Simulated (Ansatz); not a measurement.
Single-point calculation of Na (part 1 of 2)

System: Na (Im-3m, 32 atoms in the cell).
Method: DFT PBE, scalar-relativistic, plane waves, PAW, no spin polarisation (Ansatz 0.2.0).

The structure derives from a Materials Project entry. It belongs to a series of runs on one base structure; here: the perfect crystal in a cell of 32 atoms. Figures and captions count atoms from 1; the log counts them from 0 in places.

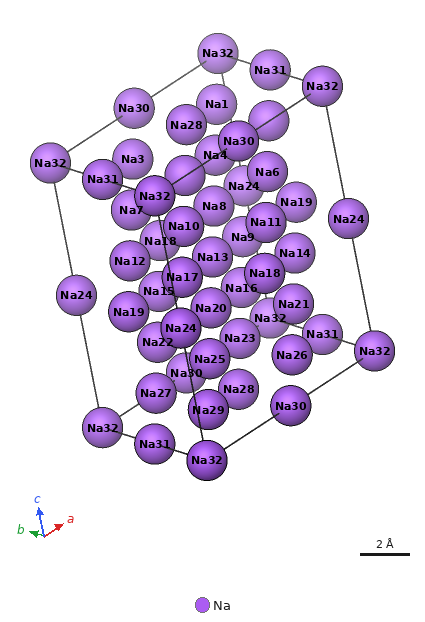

Figure 1. The structure (spheres-only view of the cell of the calculation, seen slightly off an axis; atoms are numbered from 1 in the order of the input).

### The input
```yaml
crystal:
  lattice:
    - [8.3931627978, 0.0, -8.3931627978]
    - [8.3931627978, -8.3931627978, 0.0]
    - [0.0, -8.3931627978, -8.3931627978]
  atoms:
    - { symbol: Na, position: [0.875, 0.875, 0.875] }
    - { symbol: Na, position: [0.875, 0.375, 0.875] }
    - { symbol: Na, position: [0.375, 0.875, 0.875] }
    - { symbol: Na, position: [0.75, 0.75, 0.75] }
    - { symbol: Na, position: [0.375, 0.375, 0.875] }
    - { symbol: Na, position: [0.75, 0.25, 0.75] }
    - { symbol: Na, position: [0.25, 0.75, 0.75] }
    - { symbol: Na, position: [0.625, 0.625, 0.625] }
    - { symbol: Na, position: [0.875, 0.875, 0.375] }
    - { symbol: Na, position: [0.25, 0.25, 0.75] }
    - { symbol: Na, position: [0.625, 0.125, 0.625] }
    - { symbol: Na, position: [0.125, 0.625, 0.625] }
    - { symbol: Na, position: [0.5, 0.5, 0.5] }
    - { symbol: Na, position: [0.875, 0.375, 0.375] }
    - { symbol: Na, position: [0.375, 0.875, 0.375] }
    - { symbol: Na, position: [0.75, 0.75, 0.25] }
    - { symbol: Na, position: [0.125, 0.125, 0.625] }
    - { symbol: Na, position: [0.5, 0.0, 0.5] }
    - { symbol: Na, position: [0.0, 0.5, 0.5] }
    - { symbol: Na, position: [0.375, 0.375, 0.375] }
    - { symbol: Na, position: [0.75, 0.25, 0.25] }
    - { symbol: Na, position: [0.25, 0.75, 0.25] }
    - { symbol: Na, position: [0.625, 0.625, 0.125] }
    - { symbol: Na, position: [0.0, 1.0, 0.5] }
    - { symbol: Na, position: [0.25, 0.25, 0.25] }
    - { symbol: Na, position: [0.625, 0.125, 0.125] }
    - { symbol: Na, position: [0.125, 0.625, 0.125] }
    - { symbol: Na, position: [0.5, 0.5, 0.0] }
    - { symbol: Na, position: [0.125, 0.125, 0.125] }
    - { symbol: Na, position: [0.5, 0.0, 0.0] }
    - { symbol: Na, position: [0.0, 0.5, 0.0] }
    - { symbol: Na, position: [0.0, 0.0, 0.0] }
basis:
  ecutwfc: 420
  xc_grid: 2
kpoints:
  mp_grid: { grid: [3, 3, 3], shift: [0.0, 0.0, 0.0] }
hamiltonian:
  xc: pbe
scf:
  occupations: { method: gaussian, width: 0.1 }
output:
  forces: true
  stress: true
  eigenvalues: true
  write_density: true
  write_potential: true
  elf: true
  volumetric_format: npy
```

Machine: 4 threads of AMD EPYC (Zen 3), 189 GiB of memory available, shared host.

Command:
```bash
ansatz run input.yaml --threads 4 --pin off --max-ram 8192MiB --backend cpu --events-out ev --progress --plain --runs-dir out
```

### Log
```
Engine: ansatz 0.2.0, x86_64-unknown-linux-gnu
Pseudopotentials: kind: paw
Pseudopotential: Na, paw, valence charge 9, recommended cutoff 420 eV (normal), Na.paw.azcp
Functional definition: PBE
  parameter kappa = 0.804
  parameter beta = 0.06672455060314922
  exchange = pbe_x(kappa = kappa, mu = beta*pi^2/3)
  correlation = pbe_c(beta = beta)
Crystal: 32 atoms, lattice volume = 1182.516 Å³
Basis set: ecut = 420 eV, 23049 PW (Γ), exchange–correlation on 160×160×160 points (8 copies of the dense FFT grid, shifted against one another)
Bands: 176, of which v1, the nominal top of the filled ones, is band 144 counted from 1 (143 counted from 0)
Symmetry: 1536 space group operations
Space group: Im-3m (ITA 229), of the structure as read, at distance tolerance 1.1e-4 Å
k-points: 4 of 27
Non-local potential: Na, projectors of the file, l = 0: 3, l = 1: 2, l = 2: 1
PAW form: soft (Blöchl's): semilocal exchange-correlation on the pseudo side does not see the compensation charge
PAW one-centre angular grid: Na, 110 points (default); XC on 64 Gauss nodes
Initial density: superposition of atomic densities (neutral atoms: chi_scale 0, normalization atom), corrected by the library's trained network
Initial wavefunctions: pseudopotential atomic-orbital guess
Functional: x = pbe(κ = 0.804, μ = 0.2195149727645171), c = pbe(β = 0.06672455060314922)
SCF iter   1: F=—  HF=-47565.162288 eV  |F-HF|=—  |Δ(HF+E_count)|=         —  Δρ=3.21e-4  dr2=7.61e-4  ethr=1.77e-3  ⟨swp⟩=7.5  Hψ=2765  notcnv=0
preconditioner: auto → Resta (q_TF=auto, 2.156 Å⁻¹)  ε∞=4.8  [insulator: Δε(μ)=0.230 eV  Ē_g=3.120 eV  σ=0.100 eV  W_gap=0.57  n_scr=180 (ndim 8)  ℏωp=6.1 eV  f_vac=0.000  D(μ)=20.87/eV (n_scr^D=112)  ε∞_Penn≈4.8]
SCF iter   2: F=—  HF=-47565.161028 eV  |F-HF|=—  |Δ(HF+E_count)|=   1.26e-3  Δρ=1.53e-4  dr2=2.26e-4  ethr=2.64e-7  ⟨swp⟩=3.0  Hψ=1411  notcnv=0
SCF iter   3: F=—  HF=-47565.162108 eV  |F-HF|=—  |Δ(HF+E_count)|=   1.08e-3  Δρ=4.31e-5  dr2=2.55e-5  ethr=7.84e-8  ⟨swp⟩=2.0  Hψ=1188  notcnv=0
SCF iter   4: F=—  HF=-47565.162308 eV  |F-HF|=—  |Δ(HF+E_count)|=   2.00e-4  Δρ=1.09e-5  dr2=2.29e-6  ethr=8.86e-9  ⟨swp⟩=2.0  Hψ=676  notcnv=0
iter 5 did not close the SCF: its close was put off for the readings that it lacked (scf_convergence_deferred on its scf_iter line)
SCF iter   5: F=-47565.162308 eV  HF=-47565.162308 eV  |F-HF|=1.18e-8  |Δ(HF+E_count)|=   4.85e-7  Δρ=1.52e-6  dr2=1.42e-8  ethr=7.97e-10  ⟨swp⟩=3.0  Hψ=1073  notcnv=0
SCF iter   6: F=-47565.162308 eV  HF=-47565.162308 eV  |F-HF|=3.71e-10  |Δ(HF+E_count)|=   1.28e-8  Δρ=1.46e-7  dr2=1.67e-10  ethr=4.93e-12  ⟨swp⟩=11.5  Hψ=4622  notcnv=0
SCF 1 converged in 6 iterations: F = -47565.162308 eV  dr2 = 1.67e-10
  greatest PAW one-centre occupation: 0.999 electrons in one spin orbital (limit 2), on the Na atom at site 31 (counted from 0), in its partial waves of l = 0
SCF converged after 6 iterations
Free energy (F): -47565.162308 eV
Harris-Foulkes:  -47565.162308 eV  (|F-HF|=3.71e-10)
Internal energy: -47565.057965 eV  (E = F + TS)
E sigma→0 (E₀):  -47565.110137 eV
Entropy (-TS):   -0.104344 eV (-3.261 meV/atom)
Fermi energy:    1.780865 eV
--- Per-component energies (eV) ---
  E_band       = -7711.118713
  E_kinetic    = 3845.607342
  E_local      = -46138.360610  (includes V_loc(G=0)·N_el)
  E_nonlocal   = 3683.490127
  E_hartree    = 16876.253470
  E_xc         = -1227.392534
  E_vxc        = -1577.036263  (∫ρ·V_xc dr)
  E_paw        = -8421.206410  (= ΣΔE_a)
  E_vpaw       = -1277.325248  (= ΣTr[D̂ρ^β])
  E_aug_tail   = -0.001017  (compensation charges beyond the density's cutoff)
  E_ewald      = -16183.448333
  E_smearing   = -0.104344  (= −TS)
  E_closure    = 0.000000  (closes the sum)
  Σ components = -47565.162308   (vs F -47565.162308, Δ=0.00e0)
--- Forces (eV/Å), atoms counted from 1 ---
  atom   1  Na    -0.00000000     0.00000000     0.00000000
  atom   2  Na    -0.00000000     0.00000000    -0.00000000
  atom   3  Na     0.00000000    -0.00000000    -0.00000000
  atom   4  Na    -0.00000000     0.00000000    -0.00000000
  atom   5  Na    -0.00000000     0.00000000    -0.00000000
  atom   6  Na    -0.00000000     0.00000000     0.00000000
  atom   7  Na    -0.00000000    -0.00000000    -0.00000000
  atom   8  Na    -0.00000000     0.00000000    -0.00000000
  atom   9  Na    -0.00000000    -0.00000000     0.00000000
  atom  10  Na    -0.00000000     0.00000000    -0.00000000
  atom  11  Na    -0.00000000     0.00000000     0.00000000
  atom  12  Na    -0.00000000    -0.00000000    -0.00000000
  atom  13  Na    -0.00000000     0.00000000    -0.00000000
  atom  14  Na    -0.00000000    -0.00000000    -0.00000000
  atom  15  Na    -0.00000000     0.00000000    -0.00000000
  atom  16  Na    -0.00000000     0.00000000    -0.00000000
  atom  17  Na    -0.00000000    -0.00000000     0.00000000
  atom  18  Na    -0.00000000     0.00000000    -0.00000000
  atom  19  Na    -0.00000000    -0.00000000     0.00000000
  atom  20  Na    -0.00000000    -0.00000000    -0.00000000
  atom  21  Na    -0.00000000    -0.00000000    -0.00000000
  atom  22  Na    -0.00000000     0.00000000    -0.00000000
  atom  23  Na    -0.00000000     0.00000000     0.00000000
  atom  24  Na    -0.00000000    -0.00000000     0.00000000
  atom  25  Na    -0.00000000     0.00000000    -0.00000000
  atom  26  Na    -0.00000000    -0.00000000     0.00000000
  atom  27  Na    -0.00000000     0.00000000    -0.00000000
  atom  28  Na    -0.00000000     0.00000000    -0.00000000
  atom  29  Na    -0.00000000    -0.00000000    -0.00000000
  atom  30  Na    -0.00000000    -0.00000000    -0.00000000
  atom  31  Na    -0.00000000     0.00000000    -0.00000000
  atom  32  Na    -0.00000000     0.00000000    -0.00000000
  max |Σ_I F_I| component: 1.29e-26 eV/Å
--- Stress (GPa, compression-positive) ---
        0.015551      -0.000000      -0.000000
       -0.000000       0.015551      -0.000000
       -0.000000       0.000000       0.015551
  P = ⅓ Tr σ = 0.0156 GPa (0.156 kbar)
--- Band table (eV) ---
  k-point 0: bands = ["-51.2417", "-51.2404", "-51.2404", "-51.2404", "-51.2404", "-51.2404", "-51.2404", "-51.2404", "-51.2404", "-51.2398", "-51.2398", "-51.2398", "-51.2398", "-51.2398", "-51.2398", "-51.2397", "-51.2397", "-51.2397", "-51.2397", "-51.2397", "-51.2397", "-51.2396", "-51.2396", "-51.2391", "-51.2391", "-51.2391", "-51.2391", "-51.2391", "-51.2391", "-51.2391", "-51.2391", "-51.2381", "-23.1815", "-23.1815", "-23.1815", "-23.1815", "-23.1815", "-23.1815", "-23.1718", "-23.1718",
      "-23.1718", "-23.1718", "-23.1718", "-23.1718", "-23.1718", "-23.1718", "-23.1718", "-23.1718", "-23.1718", "-23.1718", "-23.1718", "-23.1718", "-23.1718", "-23.1718", "-23.1716", "-23.1716", "-23.1716", "-23.1690", "-23.1690", "-23.1690", "-23.1690", "-23.1690", "-23.1690", "-23.1690", "-23.1690", "-23.1641", "-23.1641", "-23.1641", "-23.1641", "-23.1641", "-23.1641", "-23.1630", "-23.1630", "-23.1630", "-23.1630", "-23.1630", "-23.1630", "-23.1582", "-23.1582", "-23.1582",
      "-23.1582", "-23.1582", "-23.1582", "-23.1582", "-23.1582", "-23.1582", "-23.1582", "-23.1582", "-23.1582", "-23.1577", "-23.1577", "-23.1577", "-23.1577", "-23.1577", "-23.1577", "-23.1527", "-23.1527", "-23.1527", "-23.1527", "-23.1527", "-23.1527", "-23.1527", "-23.1527", "-23.1498", "-23.1498", "-23.1498", "-23.1498", "-23.1498", "-23.1498", "-23.1498", "-23.1498", "-23.1498", "-23.1498", "-23.1498", "-23.1498", "-23.1498", "-23.1498", "-23.1498", "-23.1498", "-23.1455",
      "-23.1455", "-23.1455", "-23.1455", "-23.1455", "-23.1455", "-23.1455", "-23.1455", "-23.1455", "-1.5279", "0.1012", "0.1012", "0.1012", "0.1012", "0.1012", "0.1012", "0.1012", "0.1012", "0.6335", "0.6335", "0.6335", "0.6335", "0.6335", "0.6335", "2.5093", "2.5093", "2.5093", "2.5093", "2.5093", "2.5093", "2.9760", "2.9760", "2.9760", "2.9760", "2.9760", "2.9760", "3.9802", "3.9802", "3.9802", "3.9802", "3.9802",
      "3.9802", "3.9802", "3.9802", "3.9802", "3.9802", "3.9802", "3.9802", "3.9802", "3.9802", "3.9802", "3.9802", "4.4704", "4.4704", "4.4704", "4.4704", "4.4704"]
```
